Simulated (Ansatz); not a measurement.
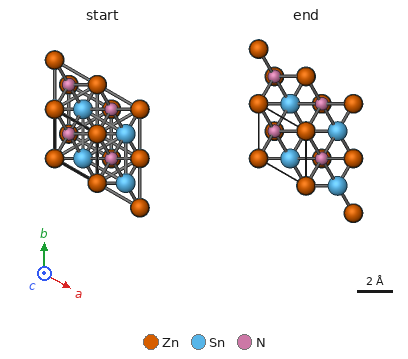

The structure of a crystal of ZnSnN2 (a generated structure, set up in R-3m) before (left) and after (right) a relaxation, at one scale.

Style: ball-and-stick. Shown: the conventional cell (3 times the calculation's cell), repeated 2 × 2 × 1 with one cell outlined, along the c axis. Lengths and directions refer to the drawn axes.

Method: Ansatz, DFT, PBE, plane waves, PAW.

The input:
```yaml
crystal:
  lattice:
    - [1.4404610125, 0.8316505533, 4.7045259668]
    - [-1.4404610125, 0.8316505533, 4.7045259668]
    - [0.0, -1.6633011067, 4.7045259668]
  atoms:
    - { symbol: Zn, position: [1.0, 0.0, 0.0] }
    - { symbol: Sn, position: [0.5, 0.5, 0.5] }
    - { symbol: "N", position: [0.25, 0.25, 0.25] }
    - { symbol: "N", position: [0.75, 0.75, 0.75] }
kpoints:
  mp_grid: { grid: [10, 10, 10] }
hamiltonian:
  xc: pbe
scf:
  occupations: { method: fermi_dirac, width: 0.02 }
relax:
  f_tol: 0.005
  cell: {}
```

Run as
```bash
ansatz run input.yaml --threads 2 --pin off --max-ram 2211MiB --backend cpu --events-out ev --progress --plain --runs-dir out
```

Question: Summarise the run.

Answer: Over 8 accepted moves (10 points after the start) the energy falls by 3.142 eV per cell of the calculation. The largest force component goes from 0.77 to 0.00028 eV/Å. Pressure: 109.01 GPa at the start and 0.00 GPa at the end. The SCF was repeated twice at an unchanged geometry on a basis and grid sized afresh for the cell, which shifted the energy by 0.163 eV per cell of the calculation at most. The largest moves relative to the cell, 0.054 Å, are those of N3 and N4. N4 goes along +c. Zn and Sn stay in place. Cell: a = b 2.881 → 3.203 Å (+11.2 %), c 14.114 → 15.637 Å (+10.8 %). Volume +37.0 %. Some distances before and after: Sn2–Sn2 2.881 → 3.203 Å, Zn1–N3 2.037 → 2.294 Å, Sn2–N3 2.037 → 2.232 Å. Among the angles between lasting bonds that change: Zn1–N4–Sn2 180.0° → 177.8°. The space group stays R-3m (No. 166). The run took 24 s on 2 threads of Arm Neoverse V2, on a shared host, peak memory 0.44 GiB.
